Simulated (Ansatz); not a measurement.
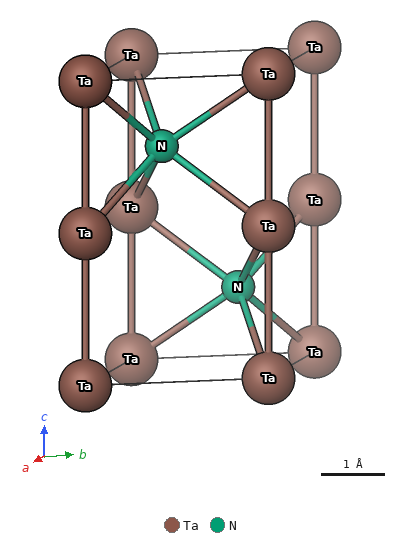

Figure 1. The structure as given in the input (ball-and-stick view of the cell of the calculation, seen slightly off an axis). An atom can appear more than once, as a periodic image.

Run report: TaN, single-point calculation

- system: TaN (P6₃/mmc, 4 atoms in the cell)
- method: DFT r2SCAN, scalar-relativistic, plane waves, PAW, no spin polarisation (Ansatz 0.2.0)

The structure derives from an entry of the Crystallography Open Database.

Output:
```
Engine: ansatz 0.2.0, aarch64-unknown-linux-gnu
Pseudopotentials: kind: paw
Pseudopotential: Ta, paw, valence charge 13, recommended cutoff 500 eV (meta_gga), Ta.paw.azcp
Pseudopotential: N, paw, valence charge 5, recommended cutoff 500 eV (meta_gga), N.paw.azcp
Functional definition: r2SCAN
  parameter k0 = 0.174
  parameter k1 = 0.065
  parameter a1 = 4.9479
  exchange = r2scan_x(k0 = k0, k1 = k1, a1 = a1)
  correlation = r2scan_c
Crystal: 4 atoms, lattice volume = 39.569 Å³
Basis set: ecut = 500 eV, 1001 PW (Γ), exchange–correlation on 96×96×144 points (64 copies of the dense FFT grid, shifted against one another)
Bands: 22, of which v1, the nominal top of the filled ones, is band 18 counted from 1 (17 counted from 0)
Symmetry: 24 space group operations
Space group: P63/mmc (ITA 194), of the structure as read, at distance tolerance 3.4e-5 Å
k-points: 21 of 144
Non-local potential: Ta, projectors of the file, l = 0: 3, l = 1: 2, l = 2: 2, l = 3: 1
Non-local potential: N, projectors of the file, l = 0: 2, l = 1: 2, l = 2: 1
PAW form: soft (Blöchl's): semilocal exchange-correlation on the pseudo side does not see the compensation charge
PAW frozen core: Ta, regenerated for the run's functional (the file was generated under x = pbe(κ = 0.804, μ = 0.2195149727645171), c = pbe(β = 0.06672455060314922))
PAW frozen core: N, regenerated for the run's functional (the file was generated under x = pbe(κ = 0.804, μ = 0.2195149727645171), c = pbe(β = 0.06672455060314922))
PAW one-centre angular grid: Ta, 590 points (default); XC on 160 Gauss nodes
PAW one-centre angular grid: N, 302 points (default); XC on 160 Gauss nodes
Initial density: superposition of atomic densities (neutral atoms: chi_scale 0, normalization atom), corrected by the library's trained network
Initial wavefunctions: pseudopotential atomic-orbital guess
Functional: x = r2scan, c = r2scan; τ floored in thin density (d = 2e-4 eV/Å³)
SCF iter   1: F=—  HF=-20659.757845 eV  |F-HF|=—  |Δ(HF+E_count)|=         —  Δρ=1.55e-2  dr2=4.58e-2  dr2_τ=3.69e-1  ethr=1.77e-3  ⟨swp⟩=5.7  Hψ=4707  notcnv=0  defer=2
automatic band count: the SCF goes on with 26 bands, as 22 were too few: the levels above may hold too much charge
preconditioner: auto → Kerker (q_TF=auto, 2.686 Å⁻¹)  [metal: Δε(μ)=0.061 eV  Ē_g=12.531 eV  σ=0.100 eV  W_gap=0.32  n_scr=10 (ndim 8)  ℏωp=26.4 eV  f_vac=0.000  D(μ)=2.74/eV (n_scr^D=34)]
SCF iter   2: F=—  HF=-20659.951692 eV  |F-HF|=—  |Δ(HF+E_count)|=   1.94e-1  Δρ=1.04e-2  dr2=2.80e-2  dr2_τ=8.99e-4  ethr=1.27e-4  ⟨swp⟩=2.0  Hψ=1051  notcnv=0  defer=41
SCF iter   3: F=—  HF=-20659.955745 eV  |F-HF|=—  |Δ(HF+E_count)|=   4.05e-3  Δρ=6.51e-3  dr2=1.57e-2  dr2_τ=3.81e-3  ethr=7.78e-5  ⟨swp⟩=2.0  Hψ=801  notcnv=0  defer=41
SCF iter   4: F=—  HF=-20659.952984 eV  |F-HF|=—  |Δ(HF+E_count)|=   2.76e-3  Δρ=2.48e-3  dr2=2.19e-3  dr2_τ=1.69e-4  ethr=4.37e-5  ⟨swp⟩=2.0  Hψ=608  notcnv=0  defer=41
SCF iter   5: F=—  HF=-20659.952697 eV  |F-HF|=—  |Δ(HF+E_count)|=   2.87e-4  Δρ=3.41e-4  dr2=3.97e-5  dr2_τ=2.99e-6  ethr=6.10e-6  ⟨swp⟩=2.0  Hψ=693  notcnv=0  defer=41
SCF iter   6: F=—  HF=-20659.952724 eV  |F-HF|=—  |Δ(HF+E_count)|=   2.71e-5  Δρ=1.00e-4  dr2=4.39e-6  dr2_τ=2.07e-7  ethr=1.10e-7  ⟨swp⟩=2.0  Hψ=729  notcnv=0  defer=41
SCF iter   7: F=—  HF=-20659.952725 eV  |F-HF|=—  |Δ(HF+E_count)|=   8.71e-7  Δρ=6.19e-5  dr2=1.53e-6  dr2_τ=1.10e-7  ethr=1.22e-8  ⟨swp⟩=2.1  Hψ=698  notcnv=0  defer=41
SCF iter   8: F=—  HF=-20659.952725 eV  |F-HF|=—  |Δ(HF+E_count)|=   2.07e-7  Δρ=1.95e-5  dr2=1.57e-7  dr2_τ=1.05e-8  ethr=4.26e-9  ⟨swp⟩=2.0  Hψ=604  notcnv=0  defer=41
SCF iter   9: F=-20659.952725 eV  HF=-20659.952725 eV  |F-HF|=8.28e-9  |Δ(HF+E_count)|=   1.52e-8  Δρ=5.90e-6  dr2=1.43e-8  dr2_τ=7.97e-10  ethr=2.78e-10  ⟨swp⟩=9.2  Hψ=2031  notcnv=0
SCF 1 converged in 9 iterations: F = -20659.952725 eV  dr2 = 1.43e-8
  greatest PAW one-centre occupation: 0.998 electrons in one spin orbital (limit 2), on the Ta atom at site 1 (counted from 0), in its partial waves of l = 0
```

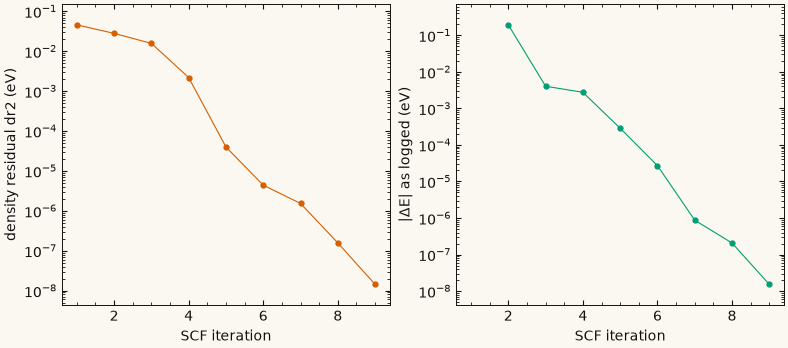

Figure 2. Convergence of the self-consistent field: density residual dr2 and size of the energy change against the SCF iteration. The residual falls at every step.

```
SCF converged after 9 iterations
Free energy (F): -20659.952725 eV
Harris-Foulkes:  -20659.952725 eV  (|F-HF|=8.28e-9)
Internal energy: -20659.938875 eV  (E = F + TS)
E sigma→0 (E₀):  -20659.945800 eV
Entropy (-TS):   -0.013849 eV (-3.462 meV/atom)
Fermi energy:    22.979893 eV
--- Per-component energies (eV) ---
  E_band       = -64.468119
  E_kinetic    = 1025.488058
  E_local      = -1153.362338  (includes V_loc(G=0)·N_el)
  E_nonlocal   = 124.742020
  E_hartree    = 408.276716
  E_xc         = -536.686546
  E_vxc        = -624.618930  (∫ρ·V_xc dr)
  E_paw        = -17108.200332  (= ΣΔE_a)
  E_vpaw       = -285.590178  (= ΣTr[D̂ρ^β])
  E_aug_tail   = 0.000237  (compensation charges beyond the density's cutoff)
  E_vtau       = 32.320486  (kinetic-family band-sum trace: ∫τ·v_τ [+ j·A + Jᵃ·Aᵃ] dr)
  E_ewald      = -3418.625000
  E_core_change = -1.571690  (= ΣΔE_core)
  E_smearing   = -0.013849  (= −TS)
  E_closure    = 0.000000  (closes the sum)
  Σ components = -20659.952725   (vs F -20659.952725, Δ=0.00e0)
--- Forces (eV/Å), atoms counted from 1 ---
  atom   1  Ta     0.00000000    -0.00000000    -0.00000000
  atom   2  Ta    -0.00000000     0.00000000     0.00000000
  atom   3  N      0.00000000    -0.00000000     0.00000000
  atom   4  N      0.00000000     0.00000000     0.00000000
  max |Σ_I F_I| component: 5.26e-31 eV/Å
--- Stress (GPa, compression-positive) ---
       27.758200       0.000000       0.000000
        0.000000      27.758200       0.000000
        0.000000       0.000000     108.988960
  P = ⅓ Tr σ = 54.8351 GPa (548.351 kbar)
--- Band table (eV; the first three rows and the last of 21) ---
  k-point 0: bands = ["-47.8459", "-47.5207", "-15.5534", "-13.6196", "-13.6196", "-13.2359", "-13.2359", "-12.3888", "2.9162", "6.2616", "12.4642", "14.7064", "14.7064", "17.4538", "19.0445", "19.0445", "19.0697", "21.1387", "21.1387", "22.4193", "22.4193", "26.1860", "27.7955", "28.2028", "28.2028", "29.9733"]
  k-point 1: bands = ["-47.7991", "-47.5692", "-15.1529", "-13.5655", "-13.5655", "-13.2942", "-13.2942", "-12.9318", "3.3537", "5.6308", "13.3478", "15.1158", "15.1158", "17.0602", "17.8921", "17.8921", "19.7539", "21.6722", "21.6722", "23.4611", "23.4611", "26.7614", "27.1749", "27.1749", "27.1876", "29.2197"]
  k-point 2: bands = ["-47.6850", "-47.6850", "-14.1112", "-14.1112", "-13.4320", "-13.4320", "-13.4320", "-13.4320", "4.4148", "4.4148", "15.2408", "15.2408", "16.2620", "16.2620", "16.2620", "16.2620", "22.9487", "22.9487", "23.0470", "23.0470", "23.0470", "23.0470", "27.8342", "27.8342", "27.8342", "27.8342"]
  k-point 20: bands = ["-47.6234", "-47.6234", "-14.0400", "-14.0400", "-13.9895", "-13.9895", "-13.8934", "-13.8934", "5.1853", "5.1853", "14.2531", "14.2531", "15.7457", "15.7457", "16.5101", "16.5101", "22.6080", "22.6080", "24.2546", "24.2546", "25.6756", "25.6756", "28.1628", "28.1628", "31.7896", "31.7896"]
```

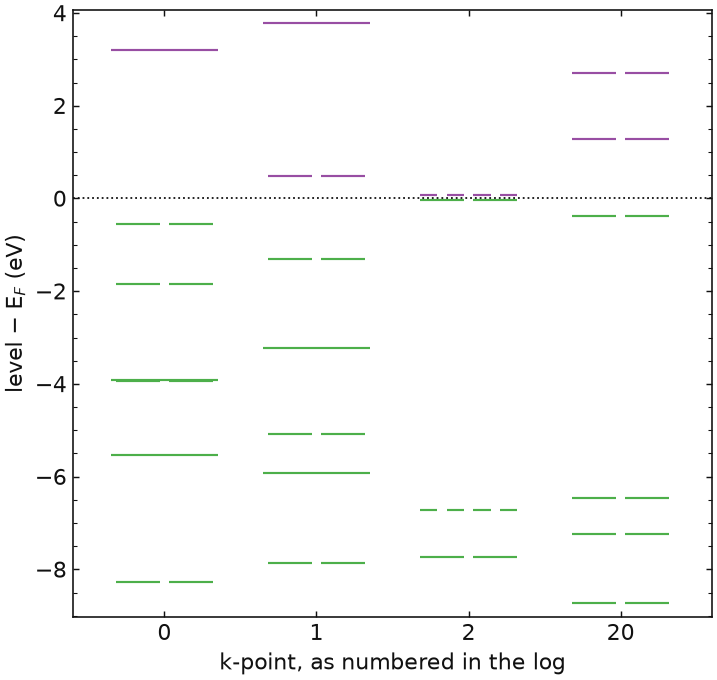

Figure 3. Kohn–Sham levels near the Fermi level (dotted) at the few k-points that the log prints; levels within 0.02 eV of each other stand side by side. The system is metallic on the full mesh.

The run was set up as follows.

Input:
```yaml
crystal:
  lattice:
    - [3.0480019786, 0.0, 0.0]
    - [-1.5240009893, 2.6396471442, 0.0]
    - [0.0, 0.0, 4.918]
  atoms:
    - { symbol: Ta, position: [0.0, 0.0, 0.0] }
    - { symbol: Ta, position: [0.0, 0.0, 0.5] }
    - { symbol: "N", position: [0.3333333333, 0.6666666667, 0.25] }
    - { symbol: "N", position: [0.6666666667, 0.3333333333, 0.75] }
basis:
  ecutwfc: 500
kpoints:
  mp_grid: { grid: [6, 6, 4] }
hamiltonian:
  xc: r2scan
scf:
  occupations: { method: gaussian, width: 0.1 }
output:
  forces: true
  stress: true
  eigenvalues: true
```

Launch command:
```bash
ansatz run input.yaml --threads 4 --pin off --max-ram 10240MiB --backend cpu --events-out ev --progress --plain --runs-dir out
```

Summary:

- outcome: converged
- space group (tolerance 0.01 Å): P6₃/mmc (194)
- electrons treated: 36
- free energy: −20659.9527 eV
- Fermi energy: 22.980 eV
- gap on the k-point mesh: none (metallic)
- pressure: 54.84 GPa
- largest force (length of the vector): under 0.001 eV/Å
- hardware: 4 threads of Arm Neoverse V1, 24 GiB of memory available, shared host
- wall time: 1.3 s (CPU time 4.1 s)
- peak memory: 0.4 GiB

Spin–orbit coupling is left out, which matters for Ta.
